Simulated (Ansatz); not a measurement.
System: HfO₂, space group Pca2_1 (No. 29).

The given structure:
```yaml
crystal:
  lattice:
    - [5.21946, 0.00000, 0.00000]
    - [0.00000, 5.00476, 0.00000]
    - [0.00000, 0.00000, 5.03269]
  atoms:
    - { symbol: Hf, position: [0.96699, 0.73252, 0.74144] }
    - { symbol: Hf, position: [0.53301, 0.73252, 0.24144] }
    - { symbol: Hf, position: [0.46699, 0.26748, 0.74144] }
    - { symbol: Hf, position: [0.03301, 0.26748, 0.24144] }
    - { symbol: O, position: [0.63213, 0.92865, 0.87927] }
    - { symbol: O, position: [0.86787, 0.92865, 0.37927] }
    - { symbol: O, position: [0.23395, 0.53988, 0.49229] }
    - { symbol: O, position: [0.26605, 0.53988, 0.99229] }
    - { symbol: O, position: [0.76605, 0.46012, 0.99229] }
    - { symbol: O, position: [0.73395, 0.46012, 0.49229] }
    - { symbol: O, position: [0.13213, 0.07135, 0.87927] }
    - { symbol: O, position: [0.36787, 0.07135, 0.37927] }
```

How it was computed, with Ansatz 0.2.0: plane-wave DFT, no spin polarisation; energies at scaled volumes of the given cell, shape and fractions fixed, counted from the fit's minimum, third-order Birch-Murnaghan fit. Level: r2SCAN with D4.

| setting | value |
| --- | --- |
| k mesh | 5×6×5 |
| occupations | Fermi–Dirac |
| smearing width | 0.05 eV |
| potentials | Ansatz PAW |
| wave cutoff | 500 eV |
| density cutoff | 2000 eV |

Describe the result: the energy and pressure against volume. The volume takes the values 10.30, 10.52, 10.74, 10.96, 11.17, 11.39, 11.61 Å³/atom.

A third-order Birch–Murnaghan fit gives V0 = 11.06 Å³/atom, B0 = 266 GPa and B′ = 4.2. The energy is 49.87 meV/atom at volume 10.30 Å³/atom and 20.75 meV/atom at 11.61 Å³/atom; the lowest computed point is at volume 11.17 Å³/atom (0.89 meV/atom). The pressure falls from 22.18 GPa at volume 10.30 Å³/atom to −11.64 GPa at 11.61 Å³/atom, and changes sign near 11.07 Å³/atom.

```csv
volume (Å³/atom),energy (meV/atom),pressure (GPa)
10.30,49.87,22.18
10.52,24.54,15.00
10.74,8.52,8.53
10.96,0.91,2.69
11.17,0.89,-2.58
11.39,7.73,-7.34
11.61,20.75,-11.64
```

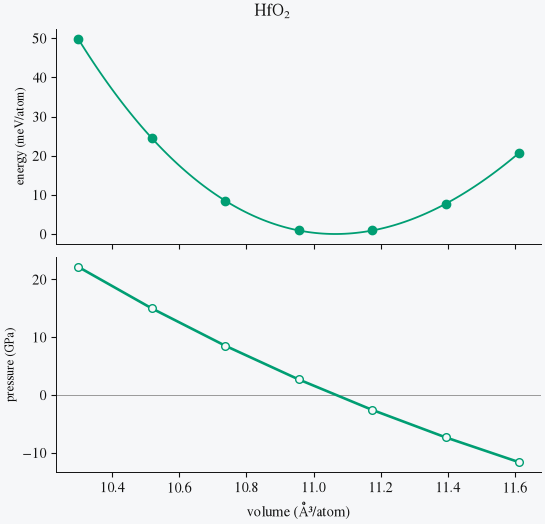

Keep in mind: shape and atomic fractions are frozen while scaling, which makes layered, chain and framework solids too stiff.
